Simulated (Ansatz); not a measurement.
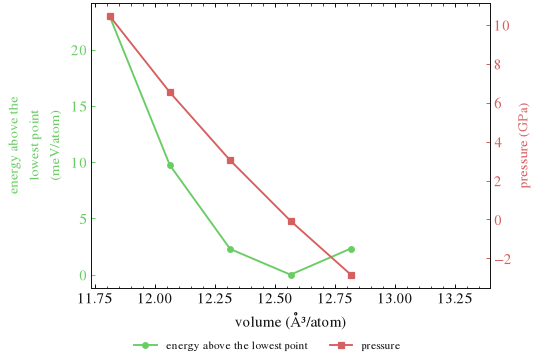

Plotted: energy above the lowest point and pressure against volume for Ni, space group Pm-3m (No. 221) (one of a set of cubic test structures, which need not be the stable phase).

Computed with Ansatz 0.2.0 development build: equation of state of a cubic crystal from periodic Kohn-Sham density functional theory without spin, third-order Birch-Murnaghan fit to the free energies; pressure corrected for the finite basis. Level: PBE.

```
                setting         value
         structure type  simple cubic
          atoms in cell             1
     space group number           221
       lattice centring  simple cubic
                 k mesh      46×46×46
      occupation method   Fermi–Dirac
       occupation width    0.06123 eV
            wave cutoff        420 eV
               datasets    soft-1 PAW
      density tolerance      1e-07 eV
                  bands            13
   density cutoff ratio             4
search for lower states       default
```

The points at volume 13.07 Å³/atom and 13.32 Å³/atom are left out of the plot. What values does the calculation give there?

| volume (Å³/atom) | energy above the lowest point (meV/atom) | pressure (GPa) |
| --- | --- | --- |
| 13.07 | 8.7 | −5.3 |
| 13.32 | 18.8 | −7.5 |

Note: cubic model structure, not the ambient form; no spin polarisation, a magnetic state may lie lower.
